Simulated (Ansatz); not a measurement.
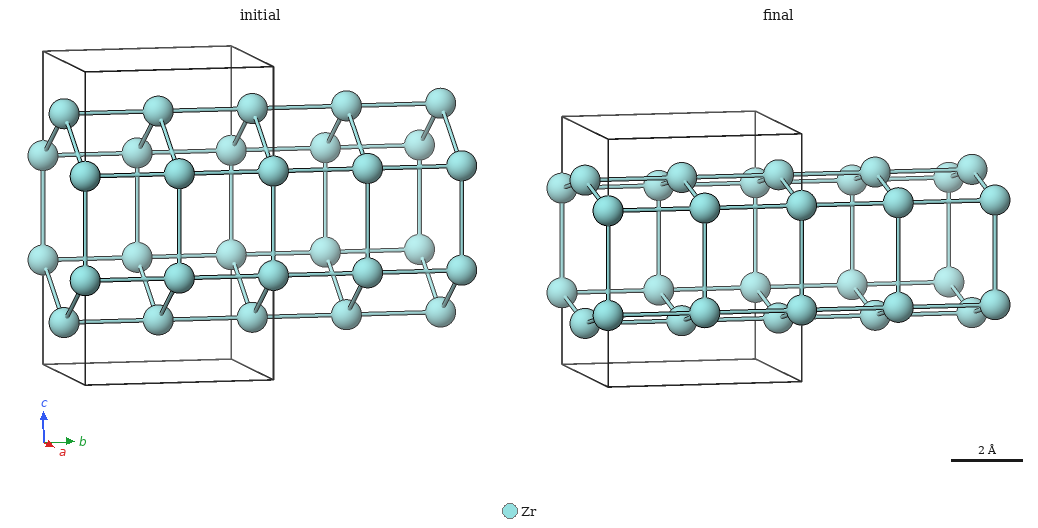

The structure of solid Zr (set up in P6_3/mmc) before (left) and after (right) a relaxation, at one scale.

Style: ball-and-stick. Shown: the cell of the calculation, repeated 1 × 2 × 1 with one cell outlined, slightly off an axis.

Case: 8 of 8 Si sites taken by Zr, cell and atoms relaxed.

Level of theory: DFT PBE, scalar-relativistic, plane waves, PAW in Ansatz.

The input:
```yaml
crystal:
  lattice:
    - [-2.5834560122, -4.4746770722, 0.0]
    - [0.0, 0.0, -5.4912077201]
    - [7.7503680365, -4.4746770722, 0.0]
  atoms:
    - { symbol: Zr, position: [0.0, 1.0000515293, 0.3333333333] }
    - { symbol: Zr, position: [0.5, 1.0000515293, 0.8333333333] }
    - { symbol: Zr, position: [0.0, 0.5000515293, 0.6666666667] }
    - { symbol: Zr, position: [0.5, 0.5000515293, 0.1666666667] }
    - { symbol: Zr, position: [0.0, 0.4999484707, 0.3333333333] }
    - { symbol: Zr, position: [0.5, 0.4999484707, 0.8333333333] }
    - { symbol: Zr, position: [0.0, -5.15293e-05, 0.6666666667] }
    - { symbol: Zr, position: [0.5, -5.15293e-05, 0.1666666667] }
basis:
  ecutwfc: 420
kpoints:
  mp_grid: { grid: [8, 6, 6] }
hamiltonian:
  xc: pbe
scf:
  occupations: { method: gaussian, width: 0.1 }
output:
  forces: true
  stress: true
  eigenvalues: true
relax:
  adjacent_minimum: "off"
  f_tol: 0.015
  max_steps: 60
  cell: { stress_tol: 0.15 }
```

Run as
```bash
ansatz run input.yaml --threads 1 --pin off --max-ram 2560MiB --backend cpu --events-out ev --progress --plain --runs-dir out
```

### Describe what moved and what it gained.

The run was cut off at its time limit before the relaxation converged, so the last structure is only a point on the way. The largest moves relative to the cell, 0.31 Å, are those of 8 atoms (Zr1, Zr2, Zr3, Zr4 and others). Zr3 goes along +c. Cell: a 5.167 → 5.646 Å (+9.3 %), b 5.491 → 5.643 Å (+2.8 %), c 8.949 → 7.082 Å (−20.9 %). Volume −11.1 %. Among the contacts that change: Zr1–Zr8 2.983 → 2.877 Å, Zr1–Zr5 2.745 → 2.820 Å, Zr1–Zr7 2.983 → 2.989 Å. Bond angles that change, for instance: Zr7–Zr2–Zr7 120.0° → 157.9°, Zr7–Zr2–Zr8 120.0° → 101.1°. The space group (tolerance 0.01 Å) goes from P6/mmm (No. 191) to Cmmm (No. 65). Over 6 geometry steps the energy falls by 2.911 eV per cell of the calculation. The largest force component goes from 0.0059 to 0.7 eV/Å. Pressure: 0.05 GPa at the start and −1.81 GPa at the end. The run took 6.7 min on 1 thread of Intel(R) Xeon(R) Platinum 8375C CPU @ 2.90GHz (Ice Lake) (shared host), peak memory 1.1 GiB.
